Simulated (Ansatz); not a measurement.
## Zn15Se16 (charge −2): geometry relaxation (part 2 of 3)

Zn15Se16 (defect cell, 31 atoms in the cell, total charge −2); DFT PBEsol, scalar-relativistic, plane waves, PAW, no spin polarisation (Ansatz 0.2.0); cutoff 420 eV, 2×2×2 k-mesh, Gaussian smearing of 0.02 eV. The structure derives from a Materials Project entry. It belongs to a series of runs on one base structure; here: Zn after trading places with the vacancy, charge -2, atoms relaxed.

## Output, continued
```
  k-point 0: bands = ["-40.4275", "-40.4275", "-40.4275", "-40.4274", "-40.4274", "-40.4274", "-40.4273", "-40.4273", "-40.4273", "-40.4273", ... 53 levels left out ..., "-39.9018", "-39.9018", "-39.9017", "-39.9017", "-39.9017", "-39.8467", "-39.8467", "-39.8467", "-39.8467", "-39.8467", "-39.8464", "-39.8464", "-39.8464", "-39.8279", "-39.8276", "-39.8276", "-39.8276", "-6.4305", "-6.4305", "-6.4305", "-6.2569", "-5.8908", "-5.8908", "-5.8908", "-5.8900", "-5.8900", "-5.8838", "-5.8838", "-5.8838",
      "-5.5234", "-5.3935", "-5.3935", "-5.3935", "-0.0692", "-0.0692", "-0.0692", "-0.0650", "-0.0482", "-0.0482", "-0.0482", "-0.0424", "-0.0424", "-0.0102", "-0.0102", "-0.0102", "-0.0062", "-0.0062", "-0.0062", "0.0209", "0.0209", "0.0209", "0.0469", "0.0469", "0.0469", "0.0494", "0.0513", "0.0513", "0.0670", "0.0670", "0.0670", "0.1060", "0.1060", "0.1322", "0.1322", "0.1322", "0.1323", "0.1818", "0.1818", "0.1818",
      "0.1824", "0.1824", "0.1824", "0.2014", "0.2014", "0.2014", "0.2278", "0.2290", "0.2290", "0.2640", "0.2640", "0.2640", "0.2763", "0.2763", "0.2763", "0.3164", "0.3164", "0.3164", "0.3292", "0.3292", "0.3372", "0.3372", "0.3372", "0.3463", "0.3496", "0.3496", "0.3496", "0.4139", "0.4139", "0.4139", "0.4305", "0.4305", "0.4449", "0.4449", "0.4449", "0.4520", "0.4520", "0.4520", "0.4988", "1.8065",
      "1.8065", "1.8065", "1.8716", "1.8716", "1.8915", "1.8915", "1.8915", "1.9038", "1.9038", "1.9038", "2.7656", "3.4393", "3.4393", "3.4393", "3.7889", "4.0136", "4.0136", "4.0136", "4.0187", "4.0187", "4.0764", "4.0764", "4.0764", "4.1939", "4.1939", "4.1939", "4.8512", "4.8712", "4.8712", "4.8712", "4.9131", "4.9131", "4.9441", "5.0242", "5.0242", "5.0242", "5.3784", "5.3784", "5.3784", "6.0751",
      "6.0751", "6.0751", "6.0796", "6.0796", "6.4318", "6.4318", "6.4318", "9.2675", "9.2675", "9.2675", "9.5514", "10.0724", "10.0724", "10.1800", "10.1800", "10.1800", "10.1856", "10.1856", "10.1856", "10.3631", "10.3631", "10.3631", "10.8418", "11.9454", "11.9454", "11.9454", "12.0462", "12.0462", "12.0462", "12.1320", "12.1320", "12.2200", "12.2200", "12.2200", "12.8597", "12.8597", "12.9439", "12.9439", "12.9439", "12.9869",
      "13.0305", "13.0305", "13.0305", "13.3880", "13.3880", "13.3880", "13.8856", "13.9319", "13.9319", "13.9319", "14.0142"]
  k-point 1: bands = ["-40.4276", "-40.4275", "-40.4275", "-40.4274", "-40.4274", "-40.4274", "-40.4274", "-40.4274", "-40.4273", "-40.4273", ... 53 levels left out ..., "-39.9018", "-39.9018", "-39.9017", "-39.9017", "-39.9017", "-39.8467", "-39.8467", "-39.8467", "-39.8467", "-39.8467", "-39.8464", "-39.8464", "-39.8464", "-39.8279", "-39.8276", "-39.8276", "-39.8276", "-6.6279", "-6.2536", "-6.1937", "-6.1937", "-6.1503", "-5.9923", "-5.9666", "-5.9666", "-5.9389", "-5.8228", "-5.7806", "-5.7806",
      "-5.5765", "-5.3822", "-5.3648", "-5.3648", "-0.0984", "-0.0778", "-0.0778", "-0.0604", "-0.0545", "-0.0545", "-0.0373", "-0.0348", "-0.0328", "-0.0328", "-0.0236", "-0.0162", "-0.0042", "-0.0018", "0.0089", "0.0150", "0.0324", "0.0324", "0.0510", "0.0523", "0.0523", "0.0527", "0.0617", "0.0693", "0.0693", "0.0695", "0.0772", "0.0918", "0.0918", "0.1080", "0.1080", "0.1113", "0.1231", "0.1495", "0.1801", "0.1801",
      "0.2143", "0.2151", "0.2205", "0.2268", "0.2292", "0.2326", "0.2326", "0.2443", "0.2587", "0.2587", "0.2671", "0.2868", "0.2943", "0.2943", "0.3011", "0.3088", "0.3092", "0.3092", "0.3141", "0.3228", "0.3234", "0.3242", "0.3242", "0.3303", "0.3410", "0.3441", "0.3441", "0.3465", "0.3574", "0.3588", "0.3825", "0.3877", "0.3877", "0.4865", "0.4865", "0.4934", "0.5106", "0.5293", "0.5293", "1.6714",
      "1.7054", "1.7054", "1.7313", "1.7640", "1.7723", "1.8408", "1.9175", "1.9175", "2.2109", "2.6057", "3.0750", "3.1016", "3.1016", "3.4521", "3.4728", "3.5340", "3.5340", "3.9421", "3.9919", "4.1084", "4.1084", "4.2057", "4.5868", "4.5868", "4.7103", "4.7596", "4.7839", "4.7839", "4.8373", "4.8373", "4.8408", "4.8489", "4.8998", "5.0460", "5.0460", "5.2807", "5.4821", "5.5372", "5.6704", "5.6780",
      "5.6780", "5.7763", "5.8959", "5.8959", "6.0264", "6.3633", "6.3633", "9.3122", "9.6742", "9.8799", "9.8799", "9.9275", "10.0015", "10.2141", "10.2953", "10.2953", "10.6099", "10.7261", "10.7366", "10.7441", "10.7441", "11.0391", "11.0654", "11.1449", "11.1449", "11.2719", "11.4263", "11.4841", "11.4841", "11.5789", "12.1095", "12.3762", "12.4099", "12.4099", "12.4669", "12.5452", "12.5452", "12.5745", "13.0086", "13.0086",
      "13.0826", "13.1540", "13.1773", "13.1773", "13.2214", "13.2479", "13.2479", "13.2675", "13.2767", "13.3119", "13.8127"]
--- Relaxed structure (4 steps of the walk, 4 accepted, 0 SCFs on fresh bases) ---
  F+E_penalty+E_count = -136006.19709879 eV   max|allowed force component| = 8.712e-3 eV/Å
  atoms:
    - { symbol: Zn, position: [0.011460259469596336, 0.5030539276939218, 0.5] }
    - { symbol: Zn, position: [0.5030539276939218, 0.25000000000000006, 0.26146025946959633] }
    - { symbol: Zn, position: [0.7500000000000001, 0.7500000000000001, 0.5] }
    - { symbol: Zn, position: [0.25000000000000006, 0.5030539276939218, 0.26146025946959633] }
    - { symbol: Zn, position: [0.5030539276939218, 0.011460259469596336, 0.5] }
    - { symbol: Zn, position: [-0.0030539276939217652, 0.7584063317756746, 0.24694607230607823] }
    - { symbol: Zn, position: [0.75, 0.24999999999999994, 0.0] }
    - { symbol: Zn, position: [0.4885397405304037, 0.4885397405304037, -0.008406331775674607] }
    - { symbol: Zn, position: [0.7584063317756746, -0.0030539276939217652, 0.24694607230607823] }
    - { symbol: Zn, position: [0.011460259469596307, 0.24999999999999997, 0.7530539276939219] }
    - { symbol: Zn, position: [0.24999999999999994, 0.75, 0.0] }
    - { symbol: Zn, position: [-0.0030539276939217297, -0.0030539276939217297, 0.008406331775674607] }
    - { symbol: Zn, position: [0.7415936682243255, 0.4885397405304037, 0.7385397405304037] }
    - { symbol: Zn, position: [0.4885397405304037, 0.7415936682243255, 0.7385397405304037] }
    - { symbol: Zn, position: [0.24999999999999997, 0.011460259469596307, 0.7530539276939219] }
    - { symbol: Se, position: [0.25, 0.25, 0.7345087780197576] }
    - { symbol: Se, position: [0.0003581301124054026, 0.49877362630552335, 0.7487736263055234] }
    - { symbol: Se, position: [0.48450877801975756, 0.25000000000000006, 0.5000000000000001] }
    - { symbol: Se, position: [0.748415496193118, 0.748415496193118, 0.7496418698875947] }
    - { symbol: Se, position: [0.25000000000000006, 0.48450877801975756, 0.5000000000000001] }
    - { symbol: Se, position: [0.49877362630552335, 0.0003581301124054026, 0.7487736263055234] }
    - { symbol: Se, position: [0.0012263736944766734, 0.7515845038068822, 0.5] }
    - { symbol: Se, position: [0.7515845038068822, 0.25, 0.2512263736944767] }
    - { symbol: Se, position: [0.49877362630552335, 0.49877362630552335, 0.25035813011240543] }
    - { symbol: Se, position: [0.7515845038068822, 0.0012263736944766734, 0.5] }
    - { symbol: Se, position: [0.0012263736944766596, 0.25, 0.001584503806882076] }
    - { symbol: Se, position: [0.25, 0.7515845038068822, 0.2512263736944767] }
    - { symbol: Se, position: [0.015491221980242595, 0.015491221980242595, 0.2654912219802426] }
    - { symbol: Se, position: [0.748415496193118, 0.49964186988759457, -0.0015845038068820622] }
    - { symbol: Se, position: [0.49964186988759457, 0.748415496193118, -0.0015845038068820622] }
    - { symbol: Se, position: [0.25, 0.0012263736944766596, 0.001584503806882076] }
```

## Trajectory as extended XYZ (Å, eV, eV/Å), 4 frames, from step=1 to step=4
```
31
Lattice="-5.6332 5.6332 -5.6332 5.6332 5.6332 5.6332 5.6332 -5.6332 -5.6332" Properties=species:S:1:pos:R:3:forces:R:3 step=1 energy=-136005.84666
Zn    5.6332    0.0000    0.0000   -0.2506   0.3814  -0.2506
Zn    0.0000    2.8166   -2.8166    0.2506  -0.2506  -0.3814
Zn    2.8166    5.6332   -2.8166    0.0000   0.0000   0.0000
Zn    2.8166    2.8166    0.0000    0.3814  -0.2506  -0.2506
Zn    0.0000    0.0000   -5.6332    0.2506   0.3814   0.2506
Zn    5.6332    2.8166    2.8166    0.2506   0.2506   0.3814
Zn   -2.8166    5.6332   -2.8166    0.0000   0.0000   0.0000
Zn    0.0000    5.6332    0.0000   -0.2506  -0.3814   0.2506
Zn   -2.8166    2.8166   -5.6332   -0.3814   0.2506  -0.2506
Zn    5.6332   -2.8166   -2.8166   -0.2506   0.2506  -0.3814
Zn    2.8166    5.6332    2.8166    0.0000   0.0000   0.0000
Zn    0.0000    0.0000    0.0000    0.2506  -0.3814  -0.2506
Zn    2.8166    2.8166   -5.6332   -0.3814  -0.2506   0.2506
Zn    5.6332    2.8166   -2.8166   -0.2506  -0.2506   0.3814
Zn    2.8166   -2.8166   -5.6332    0.3814   0.2506   0.2506
Se    4.2249   -1.4083   -4.2249   -0.0496   0.0496   0.0496
Se    7.0416   -1.4083   -1.4083    0.1189   0.0537  -0.0537
Se    1.4083    1.4083   -4.2249    0.0496  -0.0496   0.0496
Se    4.2249    4.2249   -4.2249   -0.0537   0.1189   0.0537
Se    4.2249    1.4083   -1.4083   -0.0496  -0.0496  -0.0496
Se    1.4083   -1.4083   -7.0416    0.0537   0.0537  -0.1189
Se    7.0416    1.4083    1.4083    0.0537  -0.1189   0.0537
Se   -1.4083    4.2249   -4.2249   -0.0537   0.0537   0.1189
Se    1.4083    4.2249   -1.4083    0.0537   0.1189  -0.0537
Se   -1.4083    1.4083   -7.0416   -0.0537  -0.1189  -0.0537
Se    1.4083    1.4083    1.4083    0.0537  -0.0537   0.1189
Se    4.2249    4.2249    1.4083   -0.1189   0.0537   0.0537
Se    1.4083   -1.4083   -1.4083    0.0496   0.0496  -0.0496
Se   -1.4083    7.0416   -1.4083   -0.0537  -0.0537  -0.1189
Se    1.4083    7.0416    1.4083    0.1189  -0.0537   0.0537
Se   -1.4083    1.4083   -1.4083   -0.1189  -0.0537  -0.0537
31
Lattice="-5.6332 5.6332 -5.6332 5.6332 5.6332 5.6332 5.6332 -5.6332 -5.6332" Properties=species:S:1:pos:R:3:forces:R:3 step=2 energy=-136006.15395
Zn    5.5965    0.0498   -0.0367   -0.0877   0.1914  -0.0877
Zn    0.0367    2.7799   -2.8664    0.0877  -0.0877  -0.1914
Zn    2.8166    5.6332   -2.8166    0.0000   0.0000   0.0000
Zn    2.8664    2.7799   -0.0367    0.1914  -0.0877  -0.0877
Zn    0.0367    0.0498   -5.5965    0.0877   0.1914   0.0877
Zn    5.6700    2.8533    2.8664    0.0877   0.0877   0.1914
Zn   -2.8166    5.6332   -2.8166    0.0000   0.0000   0.0000
Zn   -0.0367    5.5835    0.0367   -0.0877  -0.1914   0.0877
Zn   -2.8664    2.8533   -5.6700   -0.1914   0.0877  -0.0877
Zn    5.5965   -2.7799   -2.8664   -0.0877   0.0877  -0.1914
Zn    2.8166    5.6332    2.8166    0.0000   0.0000   0.0000
Zn    0.0367   -0.0498   -0.0367    0.0877  -0.1914  -0.0877
Zn    2.7668    2.7799   -5.5965   -0.1914  -0.0877   0.0877
Zn    5.5965    2.7799   -2.7668   -0.0877  -0.0877   0.1914
Zn    2.8664   -2.7799   -5.5965    0.1914   0.0877   0.0877
Se    4.1482   -1.3316   -4.1482    0.0535  -0.0535  -0.0535
Se    7.0296   -1.4055   -1.4111    0.0852  -0.0327   0.0327
Se    1.4850    1.3316   -4.1482   -0.0535   0.0535  -0.0535
Se    4.2221    4.2129   -4.2221    0.0327   0.0852  -0.0327
Se    4.1482    1.3316   -1.4850    0.0535   0.0535   0.0535
Se    1.4111   -1.4055   -7.0296   -0.0327  -0.0327  -0.0852
Se    7.0444    1.4203    1.4111   -0.0327  -0.0852  -0.0327
Se   -1.4111    4.2277   -4.2369    0.0327  -0.0327   0.0852
Se    1.4111    4.2129   -1.4111   -0.0327   0.0852   0.0327
Se   -1.4111    1.4203   -7.0444    0.0327  -0.0852   0.0327
Se    1.4111    1.4055    1.3963   -0.0327   0.0327   0.0852
Se    4.2369    4.2277    1.4111   -0.0852  -0.0327  -0.0327
Se    1.4850   -1.3316   -1.4850   -0.0535  -0.0535   0.0535
Se   -1.4111    7.0388   -1.3963    0.0327   0.0327  -0.0852
Se    1.3963    7.0388    1.4111    0.0852   0.0327  -0.0327
Se   -1.3963    1.4055   -1.4111   -0.0852   0.0327   0.0327
31
Lattice="-5.6332 5.6332 -5.6332 5.6332 5.6332 5.6332 5.6332 -5.6332 -5.6332" Properties=species:S:1:pos:R:3:forces:R:3 step=3 energy=-136006.19531
Zn    5.5809    0.0782   -0.0523    0.0250  -0.0081   0.0250
Zn    0.0523    2.7643   -2.8949   -0.0250   0.0250   0.0081
Zn    2.8166    5.6332   -2.8166    0.0000   0.0000   0.0000
Zn    2.8949    2.7643   -0.0523   -0.0081   0.0250   0.0250
Zn    0.0523    0.0782   -5.5809   -0.0250  -0.0081  -0.0250
Zn    5.6856    2.8689    2.8949   -0.0250  -0.0250  -0.0081
Zn   -2.8166    5.6332   -2.8166    0.0000   0.0000   0.0000
Zn   -0.0523    5.5550    0.0523    0.0250   0.0081  -0.0250
Zn   -2.8949    2.8689   -5.6856    0.0081  -0.0250   0.0250
Zn    5.5809   -2.7643   -2.8949    0.0250  -0.0250   0.0081
Zn    2.8166    5.6332    2.8166    0.0000   0.0000   0.0000
Zn    0.0523   -0.0782   -0.0523   -0.0250   0.0081   0.0250
Zn    2.7384    2.7643   -5.5809    0.0081   0.0250  -0.0250
Zn    5.5809    2.7643   -2.7384    0.0250   0.0250  -0.0081
Zn    2.8949   -2.7643   -5.5809   -0.0081  -0.0250  -0.0250
Se    4.1348   -1.3182   -4.1348   -0.0143   0.0143   0.0143
Se    7.0295   -1.4102   -1.4064   -0.0081   0.0112  -0.0112
Se    1.4984    1.3182   -4.1348    0.0143  -0.0143   0.0143
Se    4.2268    4.2129   -4.2268   -0.0112  -0.0081   0.0112
Se    4.1348    1.3182   -1.4984   -0.0143  -0.0143  -0.0143
Se    1.4064   -1.4102   -7.0295    0.0112   0.0112   0.0081
Se    7.0397    1.4203    1.4064    0.0112   0.0081   0.0112
Se   -1.4064    4.2230   -4.2370   -0.0112   0.0112  -0.0081
Se    1.4064    4.2129   -1.4064    0.0112  -0.0081  -0.0112
Se   -1.4064    1.4203   -7.0397   -0.0112   0.0081  -0.0112
Se    1.4064    1.4102    1.3963    0.0112  -0.0112  -0.0081
Se    4.2370    4.2230    1.4064    0.0081   0.0112   0.0112
Se    1.4984   -1.3182   -1.4984    0.0143   0.0143  -0.0143
Se   -1.4064    7.0435   -1.3963   -0.0112  -0.0112   0.0081
Se    1.3963    7.0435    1.4064   -0.0081  -0.0112   0.0112
Se   -1.3963    1.4102   -1.4064    0.0081  -0.0112  -0.0112
31
Lattice="-5.6332 5.6332 -5.6332 5.6332 5.6332 5.6332 5.6332 -5.6332 -5.6332" Properties=species:S:1:pos:R:3:forces:R:3 step=4 energy=-136006.19710
Zn    5.5859    0.0818   -0.0474    0.0087   0.0056   0.0087
Zn    0.0474    2.7693   -2.8984   -0.0087   0.0087  -0.0056
Zn    2.8166    5.6332   -2.8166    0.0000   0.0000   0.0000
Zn    2.8984    2.7693   -0.0474    0.0056   0.0087   0.0087
Zn    0.0474    0.0818   -5.5859   -0.0087   0.0056  -0.0087
Zn    5.6806    2.8640    2.8984   -0.0087  -0.0087   0.0056
Zn   -2.8166    5.6332   -2.8166    0.0000   0.0000   0.0000
Zn   -0.0474    5.5515    0.0474    0.0087  -0.0056  -0.0087
Zn   -2.8984    2.8640   -5.6806   -0.0056  -0.0087   0.0087
Zn    5.5859   -2.7693   -2.8984    0.0087  -0.0087  -0.0056
Zn    2.8166    5.6332    2.8166    0.0000   0.0000   0.0000
Zn    0.0474   -0.0818   -0.0474   -0.0087  -0.0056   0.0087
Zn    2.7349    2.7693   -5.5859   -0.0056   0.0087  -0.0087
Zn    5.5859    2.7693   -2.7349    0.0087   0.0087   0.0056
Zn    2.8984   -2.7693   -5.5859    0.0056  -0.0087  -0.0087
Se    4.1377   -1.3210   -4.1377   -0.0050   0.0050   0.0050
Se    7.0257   -1.4063   -1.4103    0.0082  -0.0076   0.0076
Se    1.4956    1.3210   -4.1377    0.0050  -0.0050   0.0050
Se    4.2229    4.2091   -4.2229    0.0076   0.0082  -0.0076
Se    4.1377    1.3210   -1.4956   -0.0050  -0.0050  -0.0050
Se    1.4103   -1.4063   -7.0257   -0.0076  -0.0076  -0.0082
Se    7.0436    1.4241    1.4103   -0.0076  -0.0082  -0.0076
Se   -1.4103    4.2270   -4.2408    0.0076  -0.0076   0.0082
Se    1.4103    4.2091   -1.4103   -0.0076   0.0082   0.0076
Se   -1.4103    1.4241   -7.0436    0.0076  -0.0082   0.0076
Se    1.4103    1.4063    1.3925   -0.0076   0.0076   0.0082
Se    4.2408    4.2270    1.4103   -0.0082  -0.0076  -0.0076
Se    1.4956   -1.3210   -1.4956    0.0050   0.0050  -0.0050
Se   -1.4103    7.0395   -1.3925    0.0076   0.0076  -0.0082
Se    1.3925    7.0395    1.4103    0.0082   0.0076  -0.0076
Se   -1.3925    1.4063   -1.4103   -0.0082   0.0076   0.0076
```

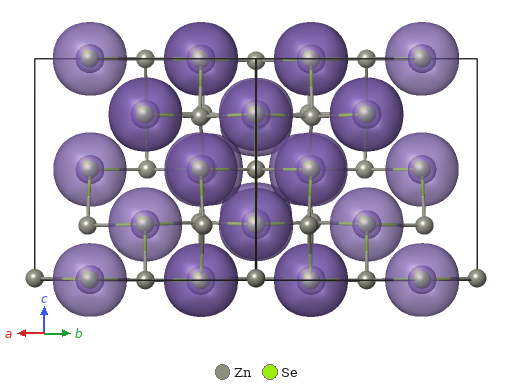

**Figure 1.** Isosurface of the ELF at 0.6 (purple), seen along [110]. Core shells and regions of very low density are left out. Sticks mark near contacts. The outline is the calculation cell. Values along the shortest contacts: Zn–Se (2.39 Å): the ELF is about 0.60 at the midpoint. Zn–Se (2.45 Å): the ELF is about 0.60 at the midpoint. The fields are those of the smooth PAW valence density.

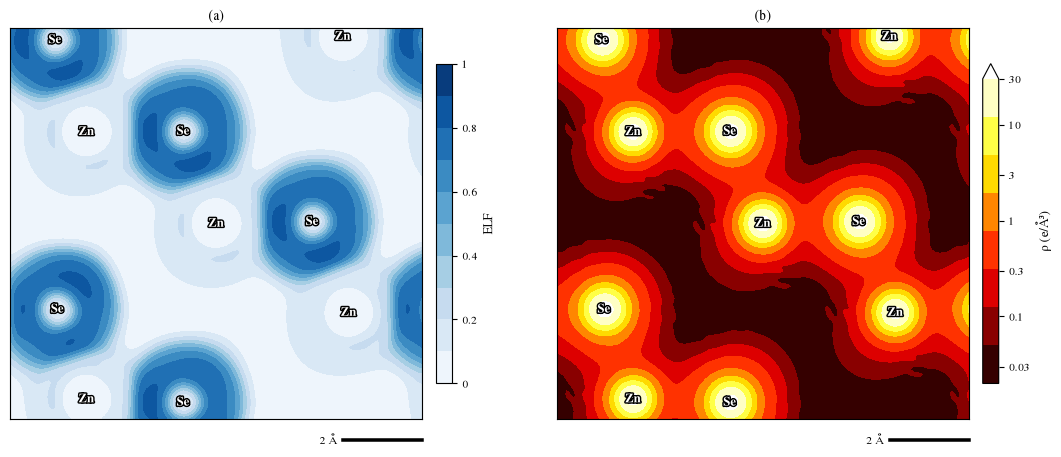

**Figure 2.** (a) ELF; (b) valence charge density (pseudo) on the (010) plane of the calculation cell. Zn–Se (2.39 Å): ρ at the midpoint is about 0.52 e/Å³; the ELF is about 0.60 at the midpoint. Zn–Se (2.46 Å): the density is about 0.47 e/Å³ at the midpoint, with its minimum of 0.41 e/Å³ about 1.1 Å from Zn; the ELF is about 0.60 at the midpoint. The density dies away to nearly zero in the voids.
